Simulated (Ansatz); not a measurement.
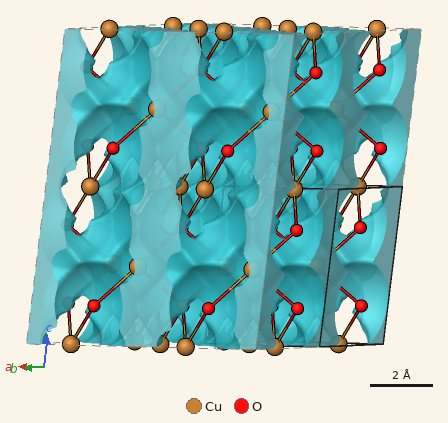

The teal surface encloses the points that the centre of a probe sphere of radius 0.15 Å can occupy in CuO in space group C2/c, computed on a grid of about 0.13 Å (2×2×2 cells shown, view from a free direction; pale faces close the region where the box cuts it).

Atoms are hard spheres with Shannon crystal radii (six-coordinate where tabulated): Cu 0.87 Å, O 1.26 Å.

Origin of the cell: the input geometry of an electronic-structure calculation (not necessarily at equilibrium).

```cif
data_structure
_symmetry_space_group_name_H-M 'C2/c'
_symmetry_Int_Tables_number 15
_cell_length_a 4.6490
_cell_length_b 3.4382
_cell_length_c 5.1870
_cell_angle_alpha 90.000
_cell_angle_beta 98.640
_cell_angle_gamma 90.000
_cell_volume 81.97
loop_
_atom_site_label
_atom_site_type_symbol
_atom_site_symmetry_multiplicity
_atom_site_Wyckoff_symbol
_atom_site_fract_x
_atom_site_fract_y
_atom_site_fract_z
_atom_site_occupancy
Cu1 Cu 4 c 0.75000 0.75000 0.00000 1
O1 O 4 e 0.50000 0.91700 0.25000 1
```

> Do these regions connect?

Where they connect, they form a three-dimensional network.

> What share of the cell can the probe's centre reach?

About 29 % of the volume (23 Å³ of 82.0 Å³).

> Give the largest included and the largest free sphere.

The largest sphere that fits anywhere has a diameter of 1.38 Å; the largest that can travel through the crystal, about 1.0 Å.

> How does the connectivity change as the probe shrinks?

Below a radius of about 0.49 Å the space forms a three-dimensional network. These are grid estimates, good to about 0.05 Å.
